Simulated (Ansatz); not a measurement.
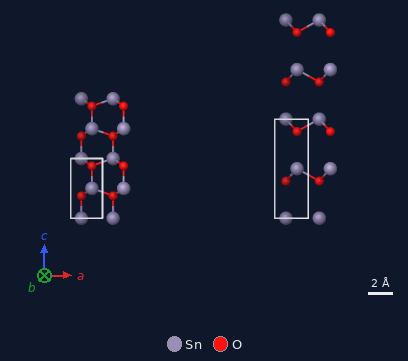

Two geometries of crystalline SnO (built on the wurtzite type), drawn at one scale. One is the start of a relaxation, the other its converged end. Style: ball-and-stick. Shown: the cell of the calculation, repeated 2 × 1 × 2 with one cell outlined, along the b axis.

All numbers below come from DFT, PBEsol, plane waves, PAW (Ansatz). Set-up: plane-wave cutoff 420 eV; k-point mesh 9 × 9 × 4; occupations fermi dirac; smearing width 0.03 eV; no spin polarisation; cell and atoms relaxed; force threshold 0.01 eV/Å; at most 120 steps.

> Which geometry has the lower energy?

The right one is the relaxed one. After 27 accepted moves (32 points after the start) the energy has fallen by 9.406 eV per cell of the calculation. Largest force component: 0.77 eV/Å at the start, 0.00024 eV/Å at the end. Pressure: 134.08 GPa at the start and 0.01 GPa at the end. At 5 points the geometry stayed and the basis and grid were re-selected for the new cell (energy shift of 0.790 eV per cell of the calculation at most each time). The largest moves relative to the cell, 0.005 Å, are those of Sn and O atoms. By element the largest moves are O 0.005 Å, Sn 0.005 Å. The drawn cell changes as follows: a = b 3.130 → 3.291 Å (+5.1 %), c 5.111 → 8.475 Å (+65.8 %); the volume changes by +83.3 %. Near-neighbour distances that change, for instance: O–Sn 1.917 → 3.168 Å, O–Sn 1.917 → 2.180 Å. Bonds break: O–Sn (1.92 → 3.17 Å). Among the angles between lasting bonds that change: Sn–O–Sn 109.5° → 98.0°, O–Sn–O 109.5° → 98.0°. The space group stays P6_3mc (No. 186).
